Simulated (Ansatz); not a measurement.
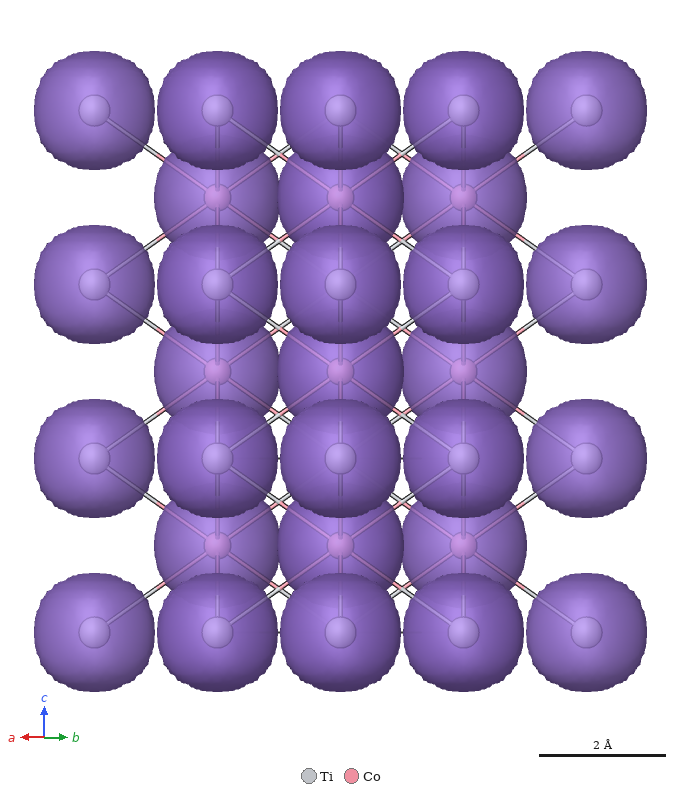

Figure 1: TiCo. Isosurface of the valence charge density (pseudo) at 0.5 e/Å³ (purple), seen along [110]. Sticks mark near contacts.

Space group Pm-3m; a structure from a database of computed crystals, not necessarily the ambient phase; computed pressure about 50 GPa in this cell; the program warned that a starting moment wasn't kept; spin-polarised, but the moments vanished.

All numbers below come from DFT PBEsol, scalar-relativistic, plane waves, PAW in Ansatz.

The calculation's input:

```
crystal:
  lattice:
    - [2.7601476342, 0.0, 0.0]
    - [0.0, 2.7601476342, 0.0]
    - [0.0, 0.0, 2.7601476342]
  atoms:
    - { symbol: Ti, position: [0.0, 0.0, 0.0] }
    - { symbol: Co, position: [0.5, 0.5, 0.5], spin: 0.34 }
basis:
  ecutwfc: 420
kpoints:
  mp_grid: { grid: [16, 16, 16] }
hamiltonian:
  xc: pbesol
scf:
  occupations: { method: gaussian, width: 0.1 }
output:
  forces: true
  stress: true
  eigenvalues: true
  populations: true
  write_density: true
  write_potential: true
  elf: true
  volumetric_format: npy
magnetization:
  spin_polarized: true
relax:
  adjacent_minimum: "off"
  f_tol: 0.008
  max_steps: 50
  cell: { stress_tol: 0.08, p_target: 50.0 }
```

Run with:

```sh
ansatz run input.yaml --threads 1 --pin off --max-ram 2560MiB --backend cpu --events-out ev --progress --plain --runs-dir out
```

Below, planes, directions and counts refer to the conventional cell (a = 2.76 Å, b = 2.76 Å, c = 2.76 Å, α = 90.00°, β = 90.00°, γ = 90.00°).

The fields are those of the relaxed geometry.

> How is the density connected at this value?

At this value the density breaks into separate islands; it holds about 85 % of the electrons treated as valence (semicore included). It bridges none of the near contacts. It is pinched off along the shortest Ti–Co (2.39 Å) contacts. On the grid the lowest density along these lines, outside the cores, is 0.39 e/Å³ (Ti–Co, 2.39 Å).

> Does the calculation give a band gap?

It is gapless in this calculation (a metal or semimetal).
